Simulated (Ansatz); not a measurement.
**What a change does: single-point calculation on PbSe**

System: PbSe (Cm, 2 atoms in the cell).
Method of the first run: DFT r2SCAN, scalar-relativistic, plane waves, PAW, no spin polarisation (Ansatz 0.2.0).

The structure derives from an entry of the Crystallography Open Database. Text and figures count atoms from 1; the logs count them from 0 in places.

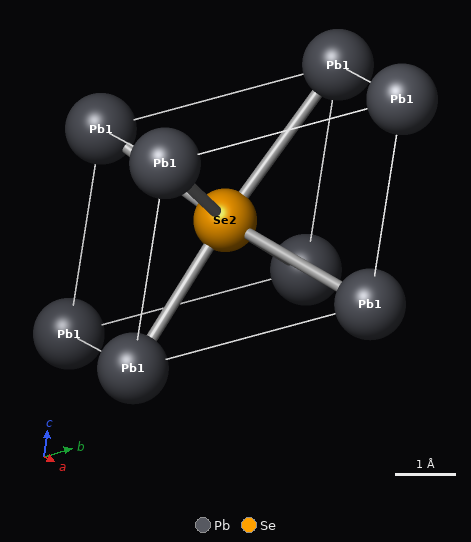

The input geometry (ball-and-stick view of the cell of the calculation, seen slightly off an axis; atoms are numbered from 1 in the order of the input). An atom can appear more than once, as a periodic image. Near neighbours in the periodic cell (some may lie outside the picture): Pb has 6 Se at 2.87 to 3.27 Å; Se has 6 Pb at 2.87 to 3.27 Å.

Input file, the first run:
```yaml
crystal:
  lattice:
    - [0.0, 3.06215, 3.06215]
    - [3.06215, 0.0, 3.06215]
    - [3.06215, 3.06215, 0.0]
  atoms:
    - { symbol: Pb, position: [0.0, 0.0, 0.0] }
    - { symbol: Se, position: [0.4673432066, 0.4673432066, 0.4864731133] }
basis:
  ecutwfc: 500
kpoints:
  mp_grid: { grid: [10, 10, 10] }
hamiltonian:
  xc: r2scan
scf:
  occupations: { method: gaussian, width: 0.05 }
output:
  forces: true
  stress: true
  eigenvalues: true
```

Command:
```bash
ansatz run input.yaml --threads 1 --pin off --max-ram 2560MiB --backend cpu --events-out ev --progress --plain --runs-dir out
```

Hardware: 1 thread of Oxide Virtual Turin-like (Zen 5), 32 GiB of memory available, shared host.

Output, shortened to warnings, some set-up lines, iterations and results (the first run):
```
Basis set: ecut = 500 eV, 1459 PW (Γ), exchange–correlation on 128×128×128 points (64 copies of the dense FFT grid, shifted against one another)
Symmetry: 2 space group operations
k-points: 282 of 1000 (time reversal used)
Initial density: superposition of atomic densities (neutral atoms: chi_scale 0, normalization atom), corrected by the library's trained network
[...]
SCF iter   1: F=—  HF=-17400.291539 eV  |F-HF|=—  |Δ(HF+E_count)|=         —  Δρ=6.03e-3  dr2=2.20e-2  dr2_τ=3.99e-3  ethr=1.77e-3  ⟨swp⟩=6.1  Hψ=27011  notcnv=0
SCF iter   2: F=—  HF=-17400.292892 eV  |F-HF|=—  |Δ(HF+E_count)|=   1.35e-3  Δρ=1.65e-3  dr2=9.88e-4  dr2_τ=2.44e-4  ethr=7.35e-5  ⟨swp⟩=2.0  Hψ=11562  notcnv=0
SCF iter   3: F=—  HF=-17400.293108 eV  |F-HF|=—  |Δ(HF+E_count)|=   2.16e-4  Δρ=6.51e-4  dr2=2.41e-4  dr2_τ=8.78e-6  ethr=3.29e-6  ⟨swp⟩=2.0  Hψ=9547  notcnv=0
SCF iter   4: F=—  HF=-17400.293140 eV  |F-HF|=—  |Δ(HF+E_count)|=   3.14e-5  Δρ=2.57e-4  dr2=2.63e-5  dr2_τ=1.95e-6  ethr=8.03e-7  ⟨swp⟩=2.0  Hψ=6716  notcnv=0
SCF iter   5: F=—  HF=-17400.293146 eV  |F-HF|=—  |Δ(HF+E_count)|=   6.59e-6  Δρ=4.69e-5  dr2=7.53e-7  dr2_τ=4.52e-8  ethr=8.77e-8  ⟨swp⟩=3.0  Hψ=8182  notcnv=0
SCF iter   6: F=-17400.293147 eV  HF=-17400.293147 eV  |F-HF|=3.74e-8  |Δ(HF+E_count)|=   2.39e-7  Δρ=1.50e-5  dr2=6.35e-8  dr2_τ=2.98e-9  ethr=3.33e-10  ⟨swp⟩=7.0  Hψ=25606  …
SCF 1 converged in 6 iterations: F = -17400.293147 eV  dr2 = 6.35e-8
SCF converged after 6 iterations
Free energy (F): -17400.293147 eV
Harris-Foulkes:  -17400.293147 eV  (|F-HF|=3.74e-8)
Internal energy: -17400.293147 eV  (E = F + TS)
E sigma→0 (E₀):  -17400.293147 eV
Fermi energy:    9.196323 eV
--- Per-component energies (eV) ---
  E_band       = -447.478327
  E_kinetic    = 406.676091
  E_local      = -3552.083521  (includes V_loc(G=0)·N_el)
  E_nonlocal   = -244.785370
  E_hartree    = 1655.743035
  E_xc         = -307.758827
  E_vxc        = -252.122178  (∫ρ·V_xc dr)
  E_paw        = -12356.320677  (= ΣΔE_a)
  E_vpaw       = -132.347515  (= ΣTr[D̂ρ^β])
  E_aug_tail   = -0.000195  (compensation charges beyond the density's cutoff)
  E_vtau       = 15.700615  (kinetic-family band-sum trace: ∫τ·v_τ [+ j·A + Jᵃ·Aᵃ] dr)
  E_ewald      = -3000.964414
  E_core_change = -0.799268  (= ΣΔE_core)
  E_smearing   = -0.000000  (= −TS)
  E_closure    = -0.000000  (closes the sum)
  Σ components = -17400.293147   (vs F -17400.293147, Δ=0.00e0)
--- Forces (eV/Å), atoms counted from 1 ---
  atom   1  Pb    -0.15358572    -0.15358572    -0.24523669
  atom   2  Se     0.15367457     0.15367457     0.24536174
  max |Σ_I F_I| component: 1.25e-4 eV/Å
--- Stress (GPa, compression-positive) ---
        2.329352       0.138010       0.192481
        0.138010       2.329352       0.192481
        0.192481       0.192481       3.152864
  P = ⅓ Tr σ = 2.6039 GPa (26.039 kbar)
```

For the second run the input was changed thus:
```diff
-    - { symbol: Se, position: [0.4673432066, 0.4673432066, 0.4864731133] }
+    - { symbol: Se, position: [0.4673432066, 0.4673432066, 0.5326567934] }
```

How does the second run compare with the first run?

With the same functional and potentials, the second run lies 9.2 meV per atom lower. The gap on the mesh goes from 0.72 to 0.85 eV. The pressure goes from 2.60 to 2.03 GPa. The largest force goes from 0.328 to 0.201 eV/Å. The number of SCF iterations is the same. The irreducible k-points go from 282 to 102. On the same kind of shared host the second run took about 0.5 times as long.

Output, shortened to warnings, some set-up lines, iterations and results (the second run):
```
Basis set: ecut = 500 eV, 1459 PW (Γ), exchange–correlation on 128×128×128 points (64 copies of the dense FFT grid, shifted against one another)
Symmetry: 8 space group operations
k-points: 102 of 1000 (time reversal used)
Initial density: superposition of atomic densities (neutral atoms: chi_scale 0, normalization atom), corrected by the library's trained network
[...]
SCF iter   1: F=—  HF=-17400.310888 eV  |F-HF|=—  |Δ(HF+E_count)|=         —  Δρ=6.10e-3  dr2=2.32e-2  dr2_τ=3.83e-3  ethr=1.77e-3  ⟨swp⟩=6.1  Hψ=9727  notcnv=0
SCF iter   2: F=—  HF=-17400.311397 eV  |F-HF|=—  |Δ(HF+E_count)|=   5.09e-4  Δρ=1.68e-3  dr2=1.05e-3  dr2_τ=2.59e-4  ethr=7.72e-5  ⟨swp⟩=2.0  Hψ=4182  notcnv=0
SCF iter   3: F=—  HF=-17400.311585 eV  |F-HF|=—  |Δ(HF+E_count)|=   1.88e-4  Δρ=6.61e-4  dr2=2.62e-4  dr2_τ=9.48e-6  ethr=3.49e-6  ⟨swp⟩=2.0  Hψ=3450  notcnv=0
SCF iter   4: F=—  HF=-17400.311612 eV  |F-HF|=—  |Δ(HF+E_count)|=   2.63e-5  Δρ=2.62e-4  dr2=2.57e-5  dr2_τ=1.87e-6  ethr=8.74e-7  ⟨swp⟩=2.0  Hψ=2424  notcnv=0
SCF iter   5: F=—  HF=-17400.311617 eV  |F-HF|=—  |Δ(HF+E_count)|=   5.38e-6  Δρ=4.73e-5  dr2=7.03e-7  dr2_τ=3.18e-8  ethr=8.57e-8  ⟨swp⟩=3.0  Hψ=2970  notcnv=0
SCF iter   6: F=-17400.311617 eV  HF=-17400.311617 eV  |F-HF|=3.61e-8  |Δ(HF+E_count)|=   2.70e-7  Δρ=1.52e-5  dr2=6.38e-8  dr2_τ=2.74e-9  ethr=3.33e-10  ⟨swp⟩=7.0  Hψ=9681  …
SCF 1 converged in 6 iterations: F = -17400.311617 eV  dr2 = 6.38e-8
SCF converged after 6 iterations
Free energy (F): -17400.311617 eV
Harris-Foulkes:  -17400.311617 eV  (|F-HF|=3.61e-8)
Internal energy: -17400.311617 eV  (E = F + TS)
E sigma→0 (E₀):  -17400.311617 eV
Fermi energy:    9.166943 eV
--- Per-component energies (eV) ---
  E_band       = -447.267214
  E_kinetic    = 406.331386
  E_local      = -3543.078573  (includes V_loc(G=0)·N_el)
  E_nonlocal   = -244.766301
  E_hartree    = 1651.381386
  E_xc         = -307.682272
  E_vxc        = -251.994392  (∫ρ·V_xc dr)
  E_paw        = -12356.235510  (= ΣΔE_a)
  E_vpaw       = -132.203337  (= ΣTr[D̂ρ^β])
  E_aug_tail   = -0.000187  (compensation charges beyond the density's cutoff)
  E_vtau       = 15.684035  (kinetic-family band-sum trace: ∫τ·v_τ [+ j·A + Jᵃ·Aᵃ] dr)
  E_ewald      = -3005.462280
  E_core_change = -0.799268  (= ΣΔE_core)
  E_smearing   = -0.000000  (= −TS)
  E_closure    = -0.000000  (closes the sum)
  Σ components = -17400.311617   (vs F -17400.311617, Δ=0.00e0)
--- Forces (eV/Å), atoms counted from 1 ---
  atom   1  Pb     0.00000000     0.00000000    -0.20081482
  atom   2  Se    -0.00000000    -0.00000000     0.20096033
  max |Σ_I F_I| component: 1.46e-4 eV/Å
--- Stress (GPa, compression-positive) ---
        1.487705       0.000000       0.000000
        0.000000       1.487705       0.000000
        0.000000       0.000000       3.105222
  P = ⅓ Tr σ = 2.0269 GPa (20.269 kbar)
```

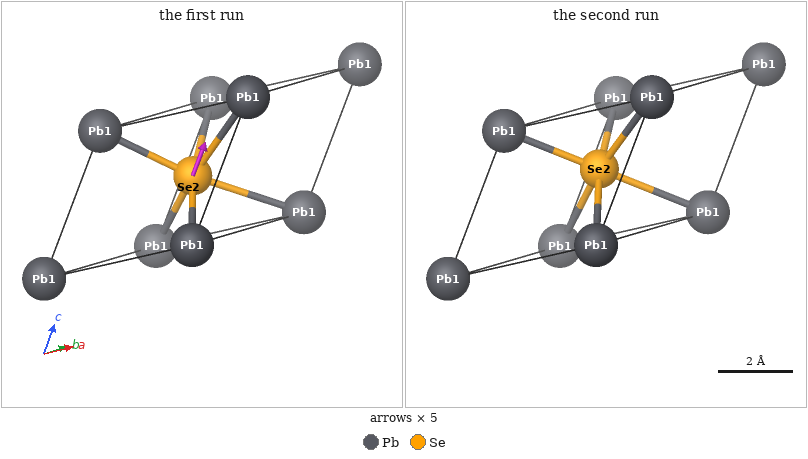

The two input geometries at one scale (ball-and-stick view of the cell of the calculation, seen at an oblique angle). The pink arrows on the first give the shifts of the atoms relative to the cell, magnified 5 times. The largest move is that of Se2, 0.20 Å. Pb stays in place. The cell doesn't change. Among the contacts that change: Pb1–Se2 3.213 → 3.069 Å.

The two runs side by side:

| quantity | the first run | the second run |
| --- | --- | --- |
| outcome | converged | converged |
| free energy per atom (eV) | −8700.1466 | −8700.1558 |
| gap on the mesh (eV) | 0.72 | 0.85 |
| pressure (GPa) | 2.60 | 2.03 |
| largest force (eV/Å) | 0.328 | 0.201 |
| SCF iterations | 6 | 6 |
| irreducible k-points | 282 | 102 |
| plane waves at Γ | 1459 | 1459 |
| wall time (shared host) | 28 s | 14 s |

For both runs: Spin–orbit coupling is left out, which matters for Pb.
